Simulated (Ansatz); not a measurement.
Cell and atoms:

Space group Pmna (No. 53). a = 3.284 Å, b = 34.857 Å, c = 4.632 Å, α = 90.00°, β = 90.00°, γ = 90.00°
```json
{"atom": "P", "site": "4h", "symmetry": "m..", "x": "0.0000", "y": "0.4726", "z": "0.5995"}
```

### Summarise the structure in words.

The element is phosphorus. The cell holds four atoms. About every P there are three P in a trigonal pyramidal arrangement at 2.12 to 2.15 Å. The bonds build P layers parallel to (010).

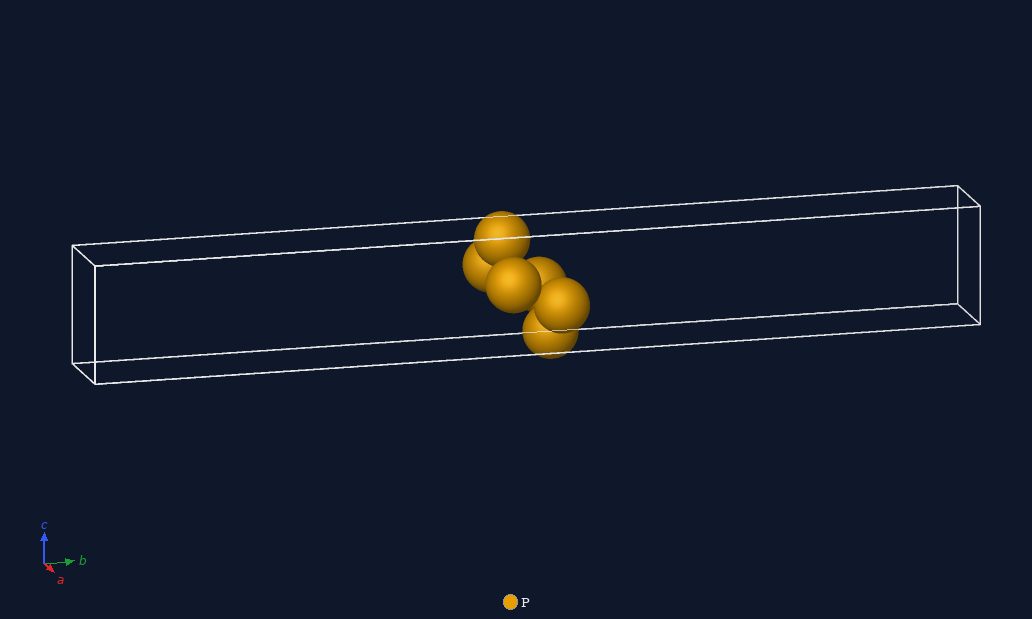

Space-filling drawing of the structure, looking slightly off an axis. The simulation cell is outlined; an atom on or near a face, edge or corner is repeated at each equivalent position.

The structure comes from a structure listed in the Materials Project. The cell was then strained or its atoms displaced on purpose. It was the input of a calculation with Ansatz.

At this level of theory the run's own cell isn't at rest (forces up to 1.6 eV/Å), so its distances can differ from those at equilibrium, the more so the softer the solid.
